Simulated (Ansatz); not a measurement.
SnO$_{2}$: geometry relaxation (part 1 of 2)

The run: geometry relaxation of SnO$_{2}$ (Pnnm, 6 atoms in the cell). Method and program: DFT r2SCAN, scalar-relativistic, plane waves, PAW, no spin polarisation (Ansatz 0.2.0).

The structure derives from a Materials Project entry. Figures and captions count atoms from 1; the log counts them from 0 in places.

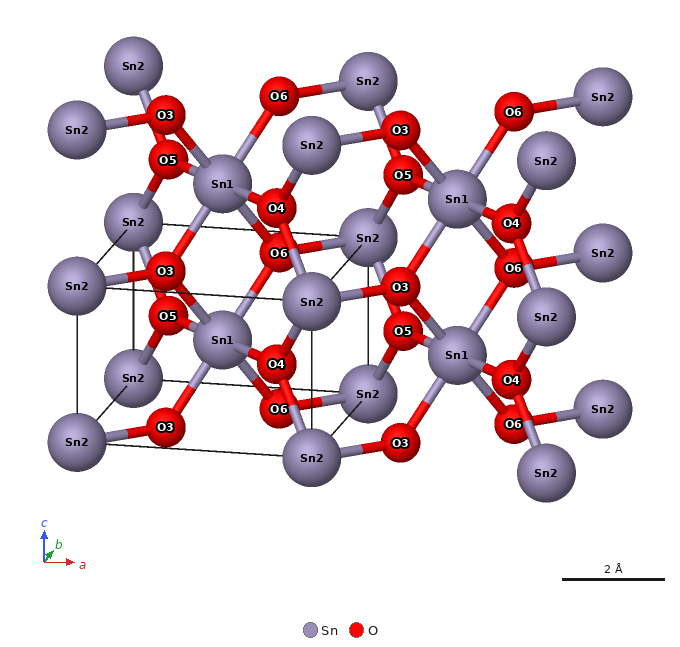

Figure 1. The input geometry (ball-and-stick view of the cell of the calculation, repeated 2 × 1 × 2, seen slightly off an axis; atoms are numbered from 1 in the order of the input). Near neighbours in the crystal (not all of them lie inside the picture): Sn has 6 O at 2.06 to 2.07 Å; O has 3 Sn at 2.06 to 2.07 Å.

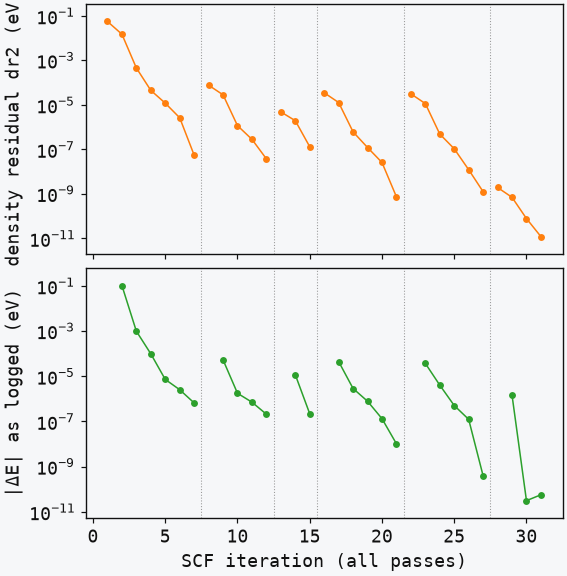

Figure 2. Convergence of the self-consistent field: density residual dr2 and size of the energy change against the SCF iteration. The dotted lines part the SCF passes of the relaxation: geometry steps, rejected trials and re-solves on a re-selected basis. The 6 passes take 3 to 7 iterations each, 31 in all.

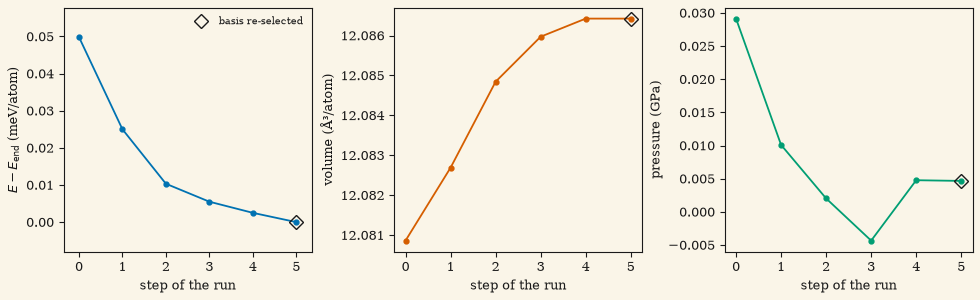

Figure 3. Progress of the relaxation, step by step (the first geometry is step 0 here and step 1 in the log). After 4 geometry steps the energy has fallen by next to nothing (0.0 meV per atom). Largest force component: 0.039 eV/Å at the start, 0.00025 eV/Å at the end. Pressure: 0.03 GPa at the start and 0.00 GPa at the end. The largest moves relative to the cell, 0.007 Å, are those of O3, O4, O5 and O6. Sn stays in place. The space group (tolerance 0.01 Å) goes from Pnnm (No. 58) to P4_2/mnm (No. 136). A last SCF at the same geometry on a re-selected plane-wave basis shifts the energy by next to nothing (0.0 meV per atom). (Atoms are counted from 1 in the order of the input.)

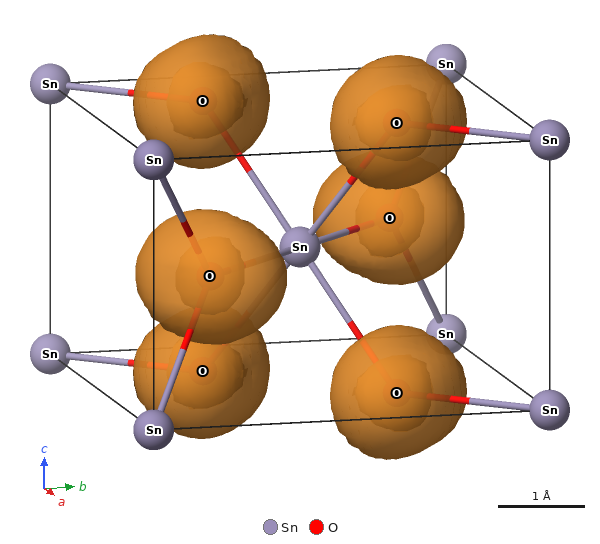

Figure 4. Isosurface of the electron localisation function at 0.75 (orange), seen slightly off an axis. Only the valence region is drawn (cores and ρ < 0.01 e/Å³ removed). Sticks mark near contacts. The outline is the cell set on symmetry axes. Values along the shortest contacts: Sn–O (2.06 Å): the ELF is about 0.25 at the midpoint. In a PAW calculation such maps are meaningful between the atoms, not at the nuclei.

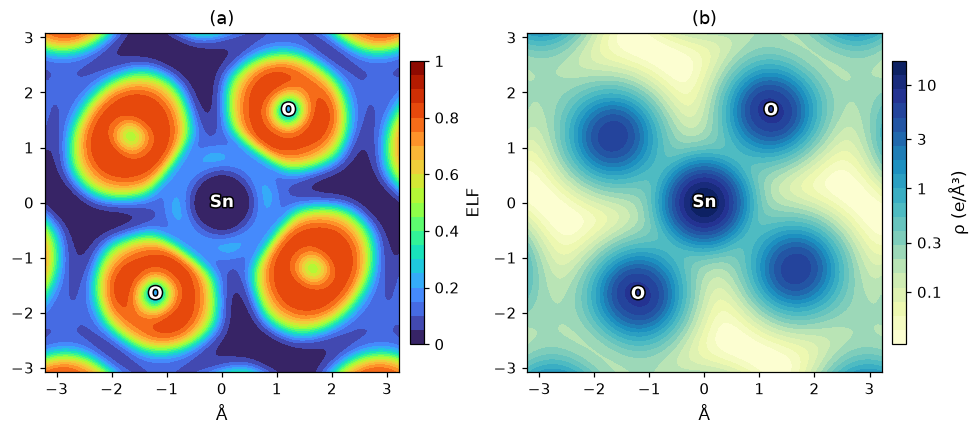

Figure 5. (a) electron localisation function; (b) valence electron density on the (111) plane of the conventional cell. Sn–O (2.06 Å): ρ at the midpoint is about 0.65 e/Å³; the ELF is about 0.25 at the midpoint. Away from the nuclei the density in this plane falls to 0.03 e/Å³ at its lowest.

The input and output of the run follow.

Input
```yaml
crystal:
  lattice:
    - [4.7587776772, 0.0, 0.0]
    - [0.0, 4.7593031996, 0.0]
    - [0.0, 0.0, 3.2004452937]
  atoms:
    - { symbol: Sn, position: [0.5, 0.5, 0.5] }
    - { symbol: Sn, position: [0.0, 0.0, 0.0] }
    - { symbol: O, position: [0.3045817912, 0.3065756181, 0.0] }
    - { symbol: O, position: [0.8045817912, 0.1934243819, 0.5] }
    - { symbol: O, position: [0.1954182088, 0.8065756181, 0.5] }
    - { symbol: O, position: [0.6954182088, 0.6934243819, 0.0] }
basis:
  ecutwfc: 500
kpoints:
  mp_grid: { grid: [6, 6, 8] }
hamiltonian:
  xc: r2scan
scf:
  occupations: { method: gaussian, width: 0.02 }
output:
  forces: true
  stress: true
  eigenvalues: true
  write_density: true
  write_potential: true
  elf: true
  volumetric_format: npy
relax:
  adjacent_minimum: "off"
  f_tol: 0.005
  max_steps: 80
  cell: { stress_tol: 0.05 }
```

Run as:
```bash
ansatz run input.yaml --threads 1 --pin off --max-ram 2560MiB --backend cpu --events-out ev --progress --plain --runs-dir out
```

Output
```
Engine: ansatz 0.2.0, x86_64-unknown-linux-gnu
Pseudopotentials: kind: paw
Pseudopotential: Sn, paw, valence charge 14, recommended cutoff 500 eV (meta_gga), Sn.paw.azcp
Pseudopotential: O, paw, valence charge 6, recommended cutoff 500 eV (meta_gga), O.paw.azcp
Functional definition: r2SCAN
  parameter k0 = 0.174
  parameter k1 = 0.065
  parameter a1 = 4.9479
  exchange = r2scan_x(k0 = k0, k1 = k1, a1 = a1)
  correlation = r2scan_c
Crystal: 6 atoms, lattice volume = 72.485 Å³
Basis set: ecut = 500 eV, 1867 PW (Γ), exchange–correlation on 144×144×96 points (64 copies of the dense FFT grid, shifted against one another)
Bands: 32, of which v1, the nominal top of the filled ones, is band 26 counted from 1 (25 counted from 0)
Symmetry: 8 space group operations
Space group: Pnnm (ITA 58), of the structure as read, at distance tolerance 4.2e-5 Å
k-points: 80 of 288
Non-local potential: Sn, projectors of the file, l = 0: 2, l = 1: 2, l = 2: 2, l = 3: 2
Non-local potential: O, projectors of the file, l = 0: 2, l = 1: 2, l = 2: 1
PAW form: soft (Blöchl's): semilocal exchange-correlation on the pseudo side does not see the compensation charge
PAW frozen core: Sn, regenerated for the run's functional (the file was generated under x = pbe(κ = 0.804, μ = 0.2195149727645171), c = pbe(β = 0.06672455060314922))
PAW frozen core: O, regenerated for the run's functional (the file was generated under x = pbe(κ = 0.804, μ = 0.2195149727645171), c = pbe(β = 0.06672455060314922))
PAW one-centre angular grid: Sn, 590 points (default); XC on 249 of its mesh's 2787 points in the sphere
PAW one-centre angular grid: O, 302 points (default); XC on 160 Gauss nodes
Initial density: superposition of atomic densities (neutral atoms: chi_scale 0, normalization atom), corrected by the library's trained network
Initial wavefunctions: pseudopotential atomic-orbital guess
Functional: x = r2scan, c = r2scan; τ floored in thin density (d = 2e-4 eV/Å³)
SCF iter   1: F=—  HF=-14352.325051 eV  |F-HF|=—  |Δ(HF+E_count)|=         —  Δρ=1.03e-2  dr2=5.57e-2  dr2_τ=2.69e-1  ethr=1.77e-3  ⟨swp⟩=6.3  Hψ=11250  notcnv=0  defer=1
preconditioner: auto → Resta (q_TF=auto, 2.581 Å⁻¹)  ε∞=3.3  [insulator: Δε(μ)=1.815 eV  Ē_g=20.822 eV  σ=0.020 eV  W_gap=1.00  n_scr=18 (ndim 8)  ℏωp=31.5 eV  f_vac=0.029  D(μ)=0.00/eV (n_scr^D=0)  ε∞_Penn≈3.3]
SCF iter   2: F=—  HF=-14352.428538 eV  |F-HF|=—  |Δ(HF+E_count)|=   1.03e-1  Δρ=6.12e-3  dr2=1.49e-2  dr2_τ=9.94e-4  ethr=1.07e-4  ⟨swp⟩=2.8  Hψ=4932  notcnv=0  defer=147
SCF iter   3: F=—  HF=-14352.427558 eV  |F-HF|=—  |Δ(HF+E_count)|=   9.80e-4  Δρ=8.13e-4  dr2=4.53e-4  dr2_τ=1.01e-4  ethr=2.87e-5  ⟨swp⟩=2.0  Hψ=2746  notcnv=0  defer=147
SCF iter   4: F=—  HF=-14352.427656 eV  |F-HF|=—  |Δ(HF+E_count)|=   9.78e-5  Δρ=2.93e-4  dr2=4.47e-5  dr2_τ=4.67e-6  ethr=8.72e-7  ⟨swp⟩=2.1  Hψ=3659  notcnv=0  defer=147
SCF iter   5: F=—  HF=-14352.427663 eV  |F-HF|=—  |Δ(HF+E_count)|=   7.19e-6  Δρ=1.18e-4  dr2=1.19e-5  dr2_τ=6.96e-7  ethr=8.60e-8  ⟨swp⟩=2.0  Hψ=3660  notcnv=0  defer=147
SCF iter   6: F=—  HF=-14352.427660 eV  |F-HF|=—  |Δ(HF+E_count)|=   2.52e-6  Δρ=5.82e-5  dr2=2.62e-6  dr2_τ=7.59e-8  ethr=2.28e-8  ⟨swp⟩=2.0  Hψ=4322  notcnv=0  defer=147
SCF iter   7: F=-14352.427660 eV  HF=-14352.427660 eV  |F-HF|=3.16e-8  |Δ(HF+E_count)|=   6.54e-7  Δρ=8.88e-6  dr2=5.49e-8  dr2_τ=2.53e-9  ethr=1.92e-10  ⟨swp⟩=12.9  Hψ=20022  notcnv=0
SCF 1 converged in 7 iterations: F = -14352.427660 eV  dr2 = 5.49e-8
  greatest PAW one-centre occupation: 0.996 electrons in one spin orbital (limit 2), on the Sn atom at site 1 (counted from 0), in its partial waves of l = 2
relax step   1: F+E_penalty+E_count = -14352.42765962 eV  Δ(F+E_penalty+E_count) = +0.000e0 eV  max|allowed force component| = 3.919e-2 eV/Å  Δτ_max = 0.0000 Å  P = +0.029 GPa  Ω = 72.485 Å³  (7 SCF iters, dr2 threshold 1.00e-7 eV, accepted)
Crystal: 6 atoms, lattice volume = 72.496 Å³
Basis set: ecut = 500 eV, 1859 PW (Γ), exchange–correlation on 144×144×96 points (64 copies of the dense FFT grid, shifted against one another)
Initial density: handed on by an earlier stage of this run
Initial wavefunctions: those handed on with the density
iter 1 solved again at ethr=1.35e-7 eV; its pass at ethr=3.10e-3 eV (dr2=7.02e-5 eV) is discarded
SCF iter   1: F=—  HF=-14352.427757 eV  |F-HF|=—  |Δ(HF+E_count)|=         —  Δρ=5.12e-4  dr2=7.63e-5  dr2_τ=1.46e-3  ethr=1.35e-7  ⟨swp⟩=2.9  Hψ=12999  notcnv=0
preconditioner: auto → Resta (q_TF=auto, 2.581 Å⁻¹)  ε∞=3.3  [insulator: Δε(μ)=1.766 eV  Ē_g=20.784 eV  σ=0.020 eV  W_gap=1.00  n_scr=18 (ndim 8)  ℏωp=31.4 eV  f_vac=0.030  D(μ)=0.00/eV (n_scr^D=0)  ε∞_Penn≈3.3]
SCF iter   2: F=—  HF=-14352.427810 eV  |F-HF|=—  |Δ(HF+E_count)|=   5.28e-5  Δρ=2.78e-4  dr2=2.82e-5  dr2_τ=1.71e-6  ethr=1.35e-7  ⟨swp⟩=2.0  Hψ=3840  notcnv=0
SCF iter   3: F=—  HF=-14352.427808 eV  |F-HF|=—  |Δ(HF+E_count)|=   1.75e-6  Δρ=6.26e-5  dr2=1.16e-6  dr2_τ=3.07e-7  ethr=5.42e-8  ⟨swp⟩=2.0  Hψ=3658  notcnv=0
SCF iter   4: F=—  HF=-14352.427809 eV  |F-HF|=—  |Δ(HF+E_count)|=   7.08e-7  Δρ=3.14e-5  dr2=2.82e-7  dr2_τ=3.14e-8  ethr=2.23e-9  ⟨swp⟩=2.0  Hψ=3416  notcnv=0
SCF iter   5: F=-14352.427809 eV  HF=-14352.427809 eV  |F-HF|=2.59e-8  |Δ(HF+E_count)|=   2.07e-7  Δρ=9.16e-6  dr2=3.74e-8  dr2_τ=6.15e-9  ethr=1.85e-10  ⟨swp⟩=10.4  Hψ=18473  notcnv=0
SCF 2 converged in 5 iterations: F = -14352.427809 eV  dr2 = 3.74e-8
relax step   2: F+E_penalty+E_count = -14352.42780926 eV  Δ(F+E_penalty+E_count) = -1.496e-4 eV  max|allowed force component| = 4.639e-3 eV/Å  Δτ_max = 0.0029 Å  P = +0.010 GPa  Ω = 72.496 Å³  energy of the carried Pulay correction = -5.474e-6 eV  (5 SCF iters, dr2 threshold 9.60e-8 eV, accepted)
Crystal: 6 atoms, lattice volume = 72.509 Å³
iter 1 solved again at ethr=7.17e-9 eV; its pass at ethr=3.10e-3 eV (dr2=3.73e-6 eV) is discarded
SCF iter   1: F=—  HF=-14352.427885 eV  |F-HF|=—  |Δ(HF+E_count)|=         —  Δρ=1.29e-4  dr2=4.81e-6  dr2_τ=5.91e-5  ethr=7.17e-9  ⟨swp⟩=3.0  Hψ=13701  notcnv=0
preconditioner: auto → Resta (q_TF=auto, 2.581 Å⁻¹)  ε∞=3.3  [insulator: Δε(μ)=1.768 eV  Ē_g=20.786 eV  σ=0.020 eV  W_gap=1.00  n_scr=18 (ndim 8)  ℏωp=31.4 eV  f_vac=0.030  D(μ)=0.00/eV (n_scr^D=0)  ε∞_Penn≈3.3]
SCF iter   2: F=—  HF=-14352.427897 eV  |F-HF|=—  |Δ(HF+E_count)|=   1.16e-5  Δρ=7.28e-5  dr2=1.94e-6  dr2_τ=9.00e-8  ethr=7.17e-9  ⟨swp⟩=2.0  Hψ=4060  notcnv=0
SCF iter   3: F=-14352.427897 eV  HF=-14352.427897 eV  |F-HF|=1.55e-8  |Δ(HF+E_count)|=   2.17e-7  Δρ=1.94e-5  dr2=1.31e-7  dr2_τ=2.94e-8  ethr=2.95e-10  ⟨swp⟩=7.5  Hψ=18076  notcnv=0
SCF 3 converged in 3 iterations: F = -14352.427897 eV  dr2 = 1.31e-7
relax step   3: F+E_penalty+E_count = -14352.42789734 eV  Δ(F+E_penalty+E_count) = -8.808e-5 eV  max|allowed force component| = 6.075e-3 eV/Å  Δτ_max = 0.0005 Å  P = +0.002 GPa  Ω = 72.509 Å³  energy of the carried Pulay correction = -1.193e-5 eV  (3 SCF iters, dr2 threshold 1.53e-7 eV, accepted)
Crystal: 6 atoms, lattice volume = 72.516 Å³
iter 1 solved again at ethr=6.37e-8 eV; its pass at ethr=3.10e-3 eV (dr2=3.31e-5 eV) is discarded
```
